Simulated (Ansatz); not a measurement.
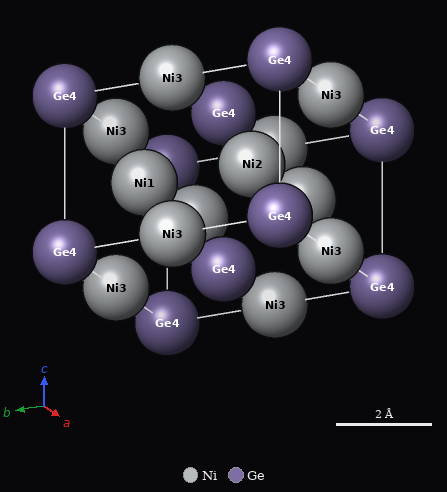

The input geometry of run 1 (spheres-only view of the cell 2 times as large as that of the calculation, set on its symmetry axes, seen at an oblique angle; atoms are numbered from 1 in the order of the input).

# What a change does: single-point calculation on Ni3Ge

System: Ni3Ge (Cmmm, 4 atoms in the cell).
Method of run 1: DFT PBEsol, scalar-relativistic, plane waves, PAW, no spin polarisation (Ansatz 0.2.0).

The structure derives from a Materials Project entry. Text and figures count atoms from 1; the logs count them from 0 in places.

Input file, run 1:
```yaml
crystal:
  lattice:
    - [3.5249142772, -0.0704982855, 0.0]
    - [-0.0704982855, 3.5249142772, 0.0]
    - [0.0, 0.0, 3.5249142772]
  atoms:
    - { symbol: Ni, position: [0.5, 0.0, 0.5] }
    - { symbol: Ni, position: [0.0, 0.5, 0.5] }
    - { symbol: Ni, position: [0.5, 0.5, 0.0] }
    - { symbol: Ge, position: [0.0, 0.0, 0.0] }
basis:
  ecutwfc: 420
kpoints:
  mp_grid: { grid: [14, 14, 14] }
hamiltonian:
  xc: pbesol
scf:
  occupations: { method: gaussian, width: 0.15 }
output:
  forces: true
  stress: true
  eigenvalues: true
```

Launched with:
```bash
ansatz run input.yaml --threads 1 --pin off --max-ram 2560MiB --backend cpu --events-out ev --progress --plain --runs-dir out
```

Hardware: 1 thread of Oxide Virtual Turin-like (Zen 5), 32 GiB of memory available, shared host.

Output, shortened to warnings, some set-up lines, iterations and results (run 1):
```
Basis set: ecut = 420 eV, 847 PW (Γ), exchange–correlation on 48×48×48 points (8 copies of the dense FFT grid, shifted against one another)
Symmetry: 8 space group operations
k-points: 456 of 2744
Initial density: superposition of atomic densities (neutral atoms: chi_scale 0, normalization atom), corrected by the library's trained network
[...]
SCF iter   1: F=—  HF=-21669.791444 eV  |F-HF|=—  |Δ(HF+E_count)|=         —  Δρ=2.05e-2  dr2=9.56e-2  ethr=1.77e-3  ⟨swp⟩=5.3  Hψ=59170  notcnv=0  defer=39
SCF iter   2: F=—  HF=-21669.774105 eV  |F-HF|=—  |Δ(HF+E_count)|=   1.73e-2  Δρ=4.93e-3  dr2=6.00e-3  ethr=1.41e-4  ⟨swp⟩=2.5  Hψ=36108  notcnv=0  defer=381
SCF iter   3: F=—  HF=-21669.772909 eV  |F-HF|=—  |Δ(HF+E_count)|=   1.20e-3  Δρ=1.47e-3  dr2=6.75e-4  ethr=8.82e-6  ⟨swp⟩=1.5  Hψ=19411  notcnv=0  defer=381
SCF iter   4: F=—  HF=-21669.772679 eV  |F-HF|=—  |Δ(HF+E_count)|=   2.31e-4  Δρ=3.27e-4  dr2=5.64e-5  ethr=9.93e-7  ⟨swp⟩=2.1  Hψ=26018  notcnv=0  defer=381
SCF iter   5: F=—  HF=-21669.772674 eV  |F-HF|=—  |Δ(HF+E_count)|=   4.56e-6  Δρ=2.51e-4  dr2=3.63e-5  ethr=8.30e-8  ⟨swp⟩=2.2  Hψ=25124  notcnv=0  defer=381
SCF iter   6: F=—  HF=-21669.772663 eV  |F-HF|=—  |Δ(HF+E_count)|=   1.07e-5  Δρ=5.46e-5  dr2=2.18e-6  ethr=5.34e-8  ⟨swp⟩=2.0  Hψ=23336  notcnv=0  defer=381
SCF iter   7: F=—  HF=-21669.772663 eV  |F-HF|=—  |Δ(HF+E_count)|=   4.46e-8  Δρ=1.50e-5  dr2=1.13e-7  ethr=3.20e-9  ⟨swp⟩=2.0  Hψ=27545  notcnv=0  defer=382
SCF iter   8: F=-21669.772663 eV  HF=-21669.772663 eV  |F-HF|=1.13e-9  |Δ(HF+E_count)|=   4.64e-8  Δρ=4.05e-6  dr2=4.41e-9  ethr=1.47e-10  ⟨swp⟩=7.7  Hψ=77988  notcnv=0
SCF 1 converged in 8 iterations: F = -21669.772663 eV  dr2 = 4.41e-9
SCF converged after 8 iterations
Free energy (F): -21669.772663 eV
Harris-Foulkes:  -21669.772663 eV  (|F-HF|=1.13e-9)
Internal energy: -21669.750738 eV  (E = F + TS)
E sigma→0 (E₀):  -21669.761700 eV
Entropy (-TS):   -0.021926 eV (-5.481 meV/atom)
Fermi energy:    18.689533 eV
--- Per-component energies (eV) ---
  E_band       = -832.009076
  E_kinetic    = 969.509207
  E_local      = -12143.752975  (includes V_loc(G=0)·N_el)
  E_nonlocal   = 2336.939920
  E_hartree    = 5149.662170
  E_xc         = -331.778356
  E_vxc        = -397.298309  (∫ρ·V_xc dr)
  E_paw        = -6771.170321  (= ΣΔE_a)
  E_vpaw       = -1896.729302  (= ΣTr[D̂ρ^β])
  E_aug_tail   = 0.001740  (compensation charges beyond the density's cutoff)
  E_ewald      = -10880.671924
  E_core_change = 1.509803  (= ΣΔE_core)
  E_smearing   = -0.021926  (= −TS)
  E_closure    = 0.000000  (closes the sum)
  Σ components = -21669.772663   (vs F -21669.772663, Δ=0.00e0)
--- Forces (eV/Å), atoms counted from 1 ---
  atom   1  Ni     0.00000000     0.00000000     0.00000000
  atom   2  Ni     0.00000000     0.00000000     0.00000000
  atom   3  Ni     0.00000000     0.00000000     0.00000000
  atom   4  Ge     0.00000000     0.00000000     0.00000000
  max |Σ_I F_I| component: 1.91e-28 eV/Å
--- Stress (GPa, compression-positive) ---
        0.649414       4.898848       0.000000
        4.898848       0.649414       0.000000
        0.000000       0.000000      -0.036282
  P = ⅓ Tr σ = 0.4208 GPa (4.208 kbar)
```

For run 2 the input was changed thus:
```diff
-    - [3.5249142772, -0.0704982855, 0.0]
-    - [-0.0704982855, 3.5249142772, 0.0]
+    - [3.5249142772, 0.0264368571, 0.0]
+    - [0.0264368571, 3.5249142772, 0.0]
+  write_density: true
+  write_potential: true
+  elf: true
+  volumetric_format: npy
```

How does run 2 compare with run 1?

With the same functional and potentials, run 2 lies 5.7 meV per atom lower. The pressure goes from 0.42 to 0.08 GPa. The SCF takes 7 iterations against 8. The plane waves at Γ go from 847 to 855.

Output, shortened to warnings, some set-up lines, iterations and results (run 2):
```
Basis set: ecut = 420 eV, 855 PW (Γ), exchange–correlation on 48×48×48 points (8 copies of the dense FFT grid, shifted against one another)
Symmetry: 8 space group operations
k-points: 456 of 2744
Initial density: superposition of atomic densities (neutral atoms: chi_scale 0, normalization atom), corrected by the library's trained network
[...]
SCF iter   1: F=—  HF=-21669.814235 eV  |F-HF|=—  |Δ(HF+E_count)|=         —  Δρ=2.03e-2  dr2=9.42e-2  ethr=1.77e-3  ⟨swp⟩=5.3  Hψ=59104  notcnv=0  defer=42
SCF iter   2: F=—  HF=-21669.797079 eV  |F-HF|=—  |Δ(HF+E_count)|=   1.72e-2  Δρ=4.88e-3  dr2=5.88e-3  ethr=1.39e-4  ⟨swp⟩=2.4  Hψ=35452  notcnv=0  defer=380
SCF iter   3: F=—  HF=-21669.795898 eV  |F-HF|=—  |Δ(HF+E_count)|=   1.18e-3  Δρ=1.47e-3  dr2=6.82e-4  ethr=8.64e-6  ⟨swp⟩=1.6  Hψ=19583  notcnv=0  defer=380
SCF iter   4: F=—  HF=-21669.795663 eV  |F-HF|=—  |Δ(HF+E_count)|=   2.36e-4  Δρ=3.33e-4  dr2=6.10e-5  ethr=1.00e-6  ⟨swp⟩=2.0  Hψ=25687  notcnv=0  defer=380
SCF iter   5: F=—  HF=-21669.795658 eV  |F-HF|=—  |Δ(HF+E_count)|=   4.74e-6  Δρ=2.56e-4  dr2=3.85e-5  ethr=8.98e-8  ⟨swp⟩=2.2  Hψ=24996  notcnv=0  defer=380
SCF iter   6: F=—  HF=-21669.795646 eV  |F-HF|=—  |Δ(HF+E_count)|=   1.17e-5  Δρ=5.49e-5  dr2=2.16e-6  ethr=5.66e-8  ⟨swp⟩=2.0  Hψ=23464  notcnv=0  defer=380
SCF iter   7: F=-21669.795646 eV  HF=-21669.795646 eV  |F-HF|=1.11e-7  |Δ(HF+E_count)|=   4.89e-8  Δρ=1.37e-5  dr2=9.76e-8  ethr=1.47e-10  ⟨swp⟩=10.8  Hψ=141302  notcnv=0
SCF 1 converged in 7 iterations: F = -21669.795646 eV  dr2 = 9.76e-8
SCF converged after 7 iterations
Free energy (F): -21669.795646 eV
Harris-Foulkes:  -21669.795646 eV  (|F-HF|=1.11e-7)
Internal energy: -21669.773849 eV  (E = F + TS)
E sigma→0 (E₀):  -21669.784748 eV
Entropy (-TS):   -0.021797 eV (-5.449 meV/atom)
Fermi energy:    18.682820 eV
--- Per-component energies (eV) ---
  E_band       = -832.402988
  E_kinetic    = 969.403405
  E_local      = -12142.772655  (includes V_loc(G=0)·N_el)
  E_nonlocal   = 2336.940689
  E_hartree    = 5149.026780
  E_xc         = -331.739048
  E_vxc        = -397.247319  (∫ρ·V_xc dr)
  E_paw        = -6771.190353  (= ΣΔE_a)
  E_vpaw       = -1896.776648  (= ΣTr[D̂ρ^β])
  E_aug_tail   = 0.001709  (compensation charges beyond the density's cutoff)
  E_ewald      = -10880.954180
  E_core_change = 1.509803  (= ΣΔE_core)
  E_smearing   = -0.021797  (= −TS)
  E_closure    = -0.000000  (closes the sum)
  Σ components = -21669.795646   (vs F -21669.795646, Δ=0.00e0)
--- Forces (eV/Å), atoms counted from 1 ---
  atom   1  Ni     0.00000000    -0.00000000     0.00000000
  atom   2  Ni     0.00000000     0.00000000     0.00000000
  atom   3  Ni     0.00000000     0.00000000     0.00000000
  atom   4  Ge     0.00000000     0.00000000     0.00000000
  max |Σ_I F_I| component: 1.14e-28 eV/Å
--- Stress (GPa, compression-positive) ---
        0.112690      -1.826092       0.000000
       -1.826092       0.112690       0.000000
        0.000000       0.000000       0.016425
  P = ⅓ Tr σ = 0.0806 GPa (0.806 kbar)
```

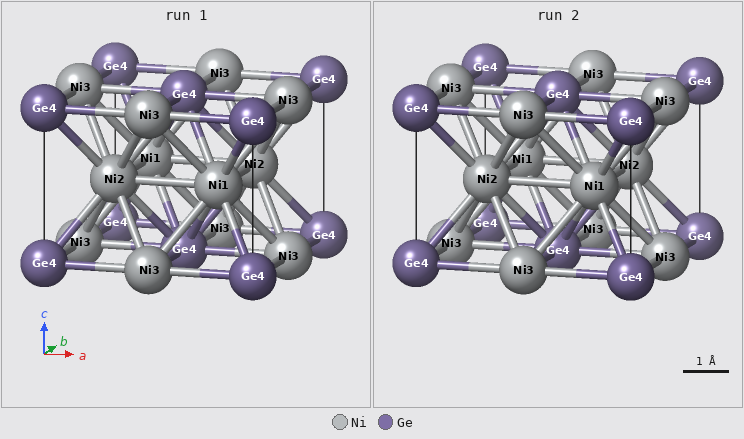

The two input geometries at one scale (ball-and-stick view of the cell 2 times as large as that of the calculation, set on its symmetry axes, seen slightly off an axis). No atom moves by more than 0.005 Å relative to the cell. The drawn cell changes at constant volume: a 4.885 → 5.022 Å (+2.8 %), b 5.085 → 4.948 Å (−2.7 %), c stays at 3.525 Å. Among the contacts that change: Ni3–Ge4 2.542 → 2.474 Å, Ni1–Ni2 2.542 → 2.474 Å.

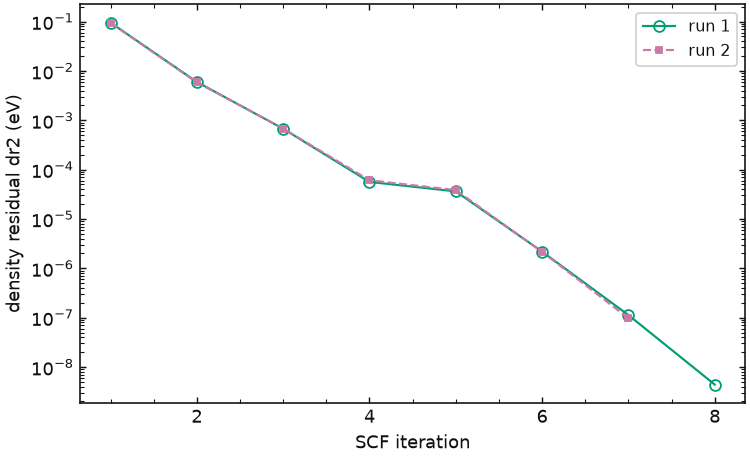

Convergence of the two runs: density residual dr2 against the SCF iteration. Run 1 takes 8 iterations in all, and run 2 takes 7.

The two runs side by side:

| quantity | run 1 | run 2 |
| --- | --- | --- |
| outcome | converged | converged |
| free energy per atom (eV) | −5417.4432 | −5417.4489 |
| energy per atom, smearing taken to zero (eV) | −5417.4404 | −5417.4462 |
| gap on the mesh (eV) | 0.00 | 0.00 |
| pressure (GPa) | 0.42 | 0.08 |
| largest force (eV/Å) | 0.000 | 0.000 |
| SCF iterations | 8 | 7 |
| irreducible k-points | 456 | 456 |
| plane waves at Γ | 847 | 855 |
| wall time (shared host) | 40 s | 51 s |

For both runs: The run has no spin polarisation, so a magnetic state may lie lower.
